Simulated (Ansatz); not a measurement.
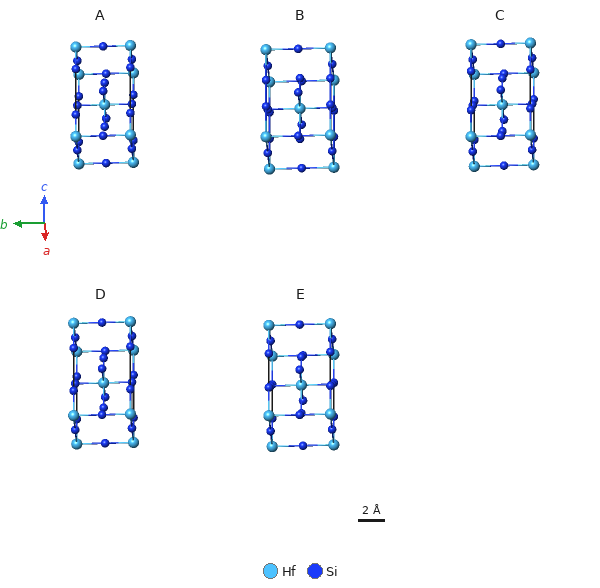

5 geometries from one relaxation of a crystal of HfSi4 (a generated structure, set up in I4/mmm) (coarse preliminary run), in shuffled order. The picture is a ball-and-stick view of the conventional cell (2 times the calculation's cell), seen from a free direction. Lengths and directions refer to the drawn axes.

The calculation used DFT PBE, scalar-relativistic, plane waves, PAW (Ansatz). Settings: plane-wave cutoff 420 eV; k-point mesh 6 × 6 × 6; occupations gaussian; smearing width 0.1 eV; no spin polarisation; cell and atoms relaxed; force threshold 0.04 eV/Å; at most 70 steps.

Question: Put them in the order of the run, from the start to the converged end.

Answer: A, D, C, E, B. They are steps 0, 1, 2, 3, 10, at +9.825 eV per cell of the calculation, +4.557 eV per cell of the calculation, +2.195 eV per cell of the calculation, +0.900 eV per cell of the calculation relative to the last. Over 7 accepted moves (10 points after the start) the energy falls by 9.825 eV per cell of the calculation. Largest force component: 11 eV/Å at the start, 0.016 eV/Å at the end. Pressure: 62.84 GPa at the start and 0.22 GPa at the end. The line search rejected the trial step at point 5 of the run. At 2 points the geometry stayed and the basis and grid were re-selected for the new cell (energy shift of 43.6 meV per cell of the calculation at most each time). The largest moves relative to the cell, 0.82 Å, are those of Si atoms. Hf stays in place. The drawn cell changes as follows: a = b 4.303 → 5.078 Å (+18.0 %), c 8.136 → 7.924 Å (−2.6 %); the volume changes by +35.6 %. Among the contacts that change: Si–Si 4.149 → 2.398 Å, Si–Si 3.044 → 3.916 Å, Si–Si 2.933 → 3.752 Å, Hf–Si 1.993 → 2.763 Å. The space group stays I4/mmm (No. 139).
